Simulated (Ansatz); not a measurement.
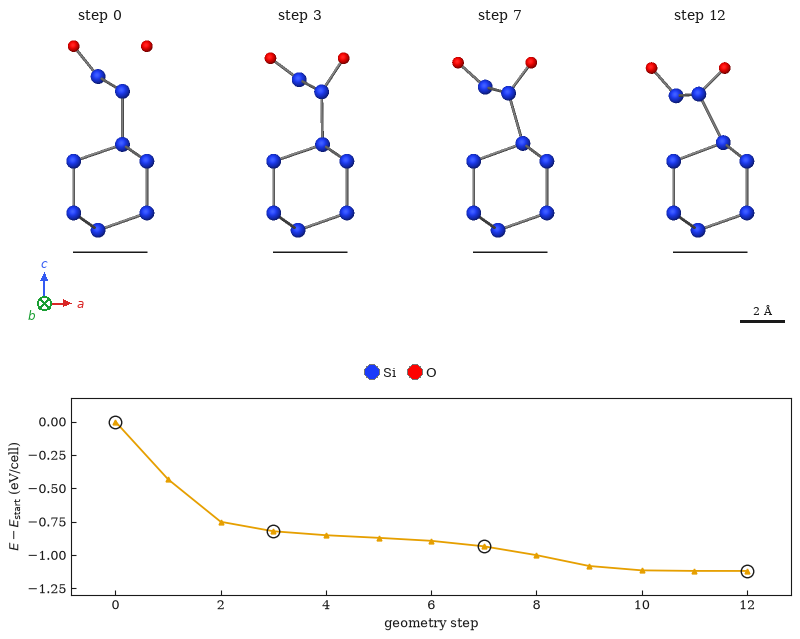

Frames of a constrained relaxation of a slab of composition Si6O (cut from the Fd-3m phase), marked on the history of the run. Style: ball-and-stick. Shown: the 1 × 2 repeat of the cell, outlined in the plane, without the vacuum, along the b axis.

Case: O put at a bridge Si-Si site. The slab is the (1 1 1) face of Si with O on it. 3 atoms are held fixed.

All numbers below come from DFT PBEsol, scalar-relativistic, plane waves, PAW (Ansatz).

The input:
```yaml
crystal:
  lattice:
    - [3.8417168278, 0.0, 0.0]
    - [-1.9208584139, 3.327024367, 0.0]
    - [0.0, 0.0, 26.0576844733]
  atoms:
    - { symbol: Si, position: [0.3333333333, 0.6666666667, 0.3261993601] }
    - { symbol: Si, position: [0.0, 0.0, 0.3562936366] }
    - { symbol: Si, position: [0.0, 0.0, 0.4465764664] }
    - { symbol: Si, position: [0.6666666667, 0.3333333333, 0.4759187077] }
    - { symbol: Si, position: [0.6666666667, 0.3333333333, 0.5684832977] }
    - { symbol: Si, position: [0.3333333333, 0.6666666667, 0.5943515468] }
    - { symbol: O, position: [0.0, 0.5, 0.6473109723], spin: 2.0 }
basis:
  ecutwfc: 420
kpoints:
  mp_grid: { grid: [9, 9, 1] }
hamiltonian:
  xc: pbesol
scf:
  occupations: { method: gaussian, width: 0.05 }
output:
  forces: true
  eigenvalues: true
  populations: true
  write_density: true
  write_potential: true
  elf: true
  volumetric_format: npy
magnetization:
  spin_polarized: true
relax:
  adjacent_minimum: "off"
  f_tol: 0.03
  max_steps: 70
  constraints: [{ sites: [0, 1, 2] }]
efield:
  axis: 3
  dipole_correction: true
  ramp_width: 0.04
```

Command:
```bash
ansatz run input.yaml --threads 1 --pin off --max-ram 2560MiB --backend cpu --events-out ev --progress --plain --runs-dir out
```

Describe the path.

Answer. The atom that moves furthest is O7 (1.41 Å at 45° to the normal (−c side)). Largest moves by element: O 1.41 Å, Si 1.33 Å. The cell doesn't change. Near-neighbour distances that change, for instance: Si4–Si6 3.800 → 2.433 Å, Si5–O7 2.334 → 1.670 Å, Si5–Si6 2.318 → 2.183 Å, Si6–O7 1.770 → 1.686 Å. New bonds form: Si5–O7 (2.33 → 1.67 Å). Among the angles between lasting bonds that change: Si4–Si5–Si6 106.9° → 61.3°, Si3–Si4–Si5 109.0° → 83.9°, Si5–Si6–O7 121.8° → 106.6°. Over 12 geometry steps the energy falls by 1.119 eV per cell of the calculation. The largest force component goes from 3.7 to 0.0087 eV/Å. The program noted that the starting moments weren't kept. The run took 9 min on 1 thread of Intel(R) Xeon(R) 6975P-C (Granite Rapids), on a shared host, peak memory 0.87 GiB. From step 0 to 3: O7 moves most (0.57 Å), energy −0.821 eV per cell of the calculation. From step 3 to 7: Si6 moves most (0.72 Å), energy −0.113 eV per cell of the calculation. From step 7 to 12: Si6 moves most (0.58 Å), energy −0.185 eV per cell of the calculation.

Limits of the set-up: the periodic images lie only 3.8 Å apart, so the values are limited by the cell's size.
